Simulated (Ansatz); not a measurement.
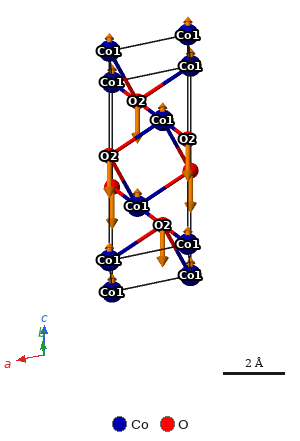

The lowest optical mode of crystalline CoO, space group R-3m (No. 166), at the zone centre. The orange arrows give the relative displacements of the atoms. A ball-and-stick model of the conventional cell (3 times the calculation's cell), seen from a free direction. Lengths and directions refer to the drawn axes.

Theory: Ansatz, DFT PBE+U, scalar-relativistic, plane waves, PAW.

The input:
```yaml
crystal:
  lattice:
    - [1.5369143799, 0.8873379309, 2.4734269504]
    - [-1.5369143799, 0.8873379309, 2.4734269504]
    - [0.0, -1.7746758619, 2.4734269504]
  atoms:
    - { symbol: Co, position: [0.0, 0.0, 0.0], spin: 2.88 }
    - { symbol: O, position: [0.5, 0.5, 0.5], spin: 0.24 }
basis:
  ecutwfc: 420
kpoints:
  mp_grid: { grid: [12, 12, 12] }
hamiltonian:
  xc: pbe
  hubbard: { sites: [{ species: Co, l: d, u_eff: 3.32 }] }
scf:
  occupations: { method: gaussian, width: 0.02 }
output:
  eigenvalues: true
  populations: true
magnetization:
  spin_polarized: true
phonons:
  method: dfpt
  dielectric: true
  rigid_motions: translations
  eigenvectors: true
```

Command:
```bash
ansatz run input.yaml --threads 1 --pin off --max-ram 3072MiB --backend cpu --events-out ev --progress --plain --runs-dir out
```

Frequencies are those without the non-analytic (LO–TO) term.

> Is this crystal at a minimum with respect to the drawn distortion?

Yes: this softest mode has a real frequency, and so have all others here. That speaks for this wave vector alone: the rest of the zone wasn't checked in this run. This is the A₂u mode at 217 cm⁻¹, the lowest optical level, infrared-active by symmetry. The O sublattice moves against the Co sublattice, along c; the kinetic energy is shared as O 79 %, Co 21 %. Its infrared intensity is 12 (D/Å)²/amu.
